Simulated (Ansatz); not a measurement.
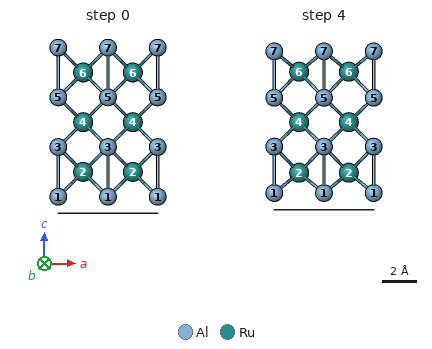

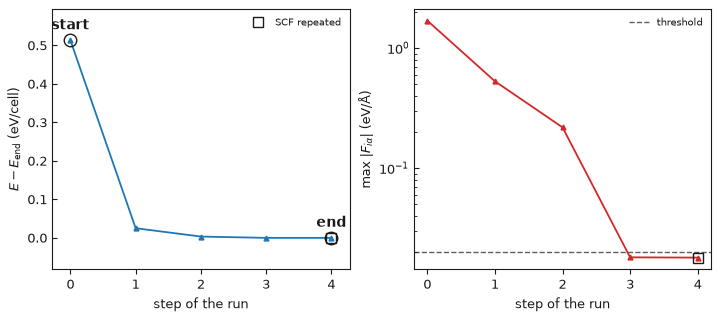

First and last geometry of a relaxation of a slab of composition Al₄Ru₃ (cut from the Pm-3m phase), with the history of the run. Style: ball-and-stick. Shown: the 2 × 2 repeat of the cell, outlined in the plane, without the vacuum, along the b axis.

Case: (1 0 0) slab, atoms relaxed. The slab is the (1 0 0) face of AlRu.

These are results of DFT r2SCAN, scalar-relativistic, plane waves, PAW in Ansatz, not measurements. (plane-wave cutoff 500 eV; k-point mesh 12 × 12 × 1; occupations gaussian; smearing width 0.1 eV; no spin polarisation; dipole correction; atoms relaxed in a fixed cell; force threshold 0.02 eV/Å; at most 60 steps)

**Did the run converge, and what did it change?**

It converged. The largest moves relative to the layer's centre, 0.22 Å, are those of Al1 and Al7. Al1 goes along the normal (+c). By element the largest moves are Al 0.22 Å, Ru 0.05 Å. The cell stays as it was. Some distances before and after: Al1–Al3 2.983 → 2.786 Å, Al1–Ru2 2.583 → 2.437 Å, Al5–Ru6 2.583 → 2.627 Å, Al3–Ru4 2.583 → 2.568 Å. Bond angles that change, for instance: Ru2–Al1–Ru2 109.5° → 119.9°, Ru2–Al1–Ru2 70.5° → 75.5°. The energy falls by 0.513 eV per cell of the calculation in 3 accepted moves (4 points after the start). Largest force component: 1.7 eV/Å at the start, 0.018 eV/Å at the end. 1 step only repeated the SCF at the same geometry. Cost: 7.5 min on 1 thread of Intel(R) Xeon(R) Processor @ 2.50GHz (Skylake/Cascade Lake) (shared host), peak memory 0.9 GiB.
